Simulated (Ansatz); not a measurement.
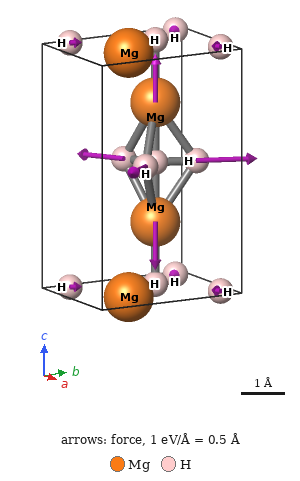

Starting geometry of solid Mg3H8 (a generated structure, set up in P-6m2) (coarse preliminary run) with the computed forces as purple arrows. A ball-and-stick model of the cell of the calculation, seen slightly off an axis.

All numbers below come from Ansatz, DFT PBE, scalar-relativistic, plane waves, PAW.

Input file:
```yaml
crystal:
  lattice:
    - [4.80602844, 0.0, 0.0]
    - [-2.40301422, 4.16214272, 0.0]
    - [0.0, 0.0, 5.77535588]
  atoms:
    - { symbol: Mg, position: [0.33333333, 0.66666667, 0.74450327] }
    - { symbol: Mg, position: [0.33333333, 0.66666667, 0.25549673] }
    - { symbol: Mg, position: [0.66666667, 0.33333333, 0.0] }
    - { symbol: H, position: [0.45474908, 0.54525092, 0.5] }
    - { symbol: H, position: [0.45474908, 0.90949815, 0.5] }
    - { symbol: H, position: [0.09050185, 0.54525092, 0.5] }
    - { symbol: H, position: [0.33333333, 0.66666667, 0.5] }
    - { symbol: H, position: [0.08125192, 0.91874808, 0.0] }
    - { symbol: H, position: [0.08125192, 0.16250384, 0.0] }
    - { symbol: H, position: [0.83749616, 0.91874808, 0.0] }
    - { symbol: H, position: [0.33333333, 0.66666667, 0.0] }
basis:
  ecutwfc: 420
kpoints:
  mp_grid: { grid: [6, 6, 4] }
hamiltonian:
  xc: pbe
scf:
  occupations: { method: gaussian, width: 0.1 }
  lower_state_search: "off"
output:
  forces: true
  stress: true
  eigenvalues: true
relax:
  adjacent_minimum: "off"
  f_tol: 0.04
  max_steps: 70
  cell: { stress_tol: 0.4 }
```

Command:
```bash
ansatz run input.yaml --threads 1 --pin off --max-ram 2560MiB --backend cpu --events-out ev --progress --plain --runs-dir out
```

What follows when this structure is relaxed?

It isn't relaxed: the largest force vector, on H atoms, is 3.01 eV/Å. The final displacements follow the starting forces only in part (cosine between the two patterns 0.45). The largest moves relative to the cell, 0.63 Å, are those of H8, H9 and H10. H10 goes along [−2 −1 0]. By element the largest moves are H 0.63 Å, Mg 0.18 Å. The volume changes by −0.4 %, with a = b 4.806 → 4.116 Å (−14.4 %), c 5.775 → 7.843 Å (+35.8 %). Among the contacts that change: Mg1–H11 1.476 → 2.188 Å, Mg3–H10 2.506 → 2.058 Å, Mg1–H4 1.737 → 2.126 Å, Mg1–H7 1.412 → 1.734 Å. New bonds form: Mg3–H10 (2.51 → 2.06 Å), Mg3–H8 (2.51 → 2.06 Å), Mg3–H9 (2.51 → 2.06 Å). The space group stays P-6m2 (No. 187). The energy falls by 392 meV per atom in 12 accepted moves (14 points after the start). The largest force component goes from 3 to 0.023 eV/Å. Pressure: 16.11 GPa at the start and 0.15 GPa at the end. The SCF was repeated twice at an unchanged geometry on a basis and grid sized afresh for the cell, which shifted the energy by 7.8 meV per atom at most. The run took 110 s on 1 thread of Arm Neoverse V1 (shared host), peak memory 0.35 GiB.
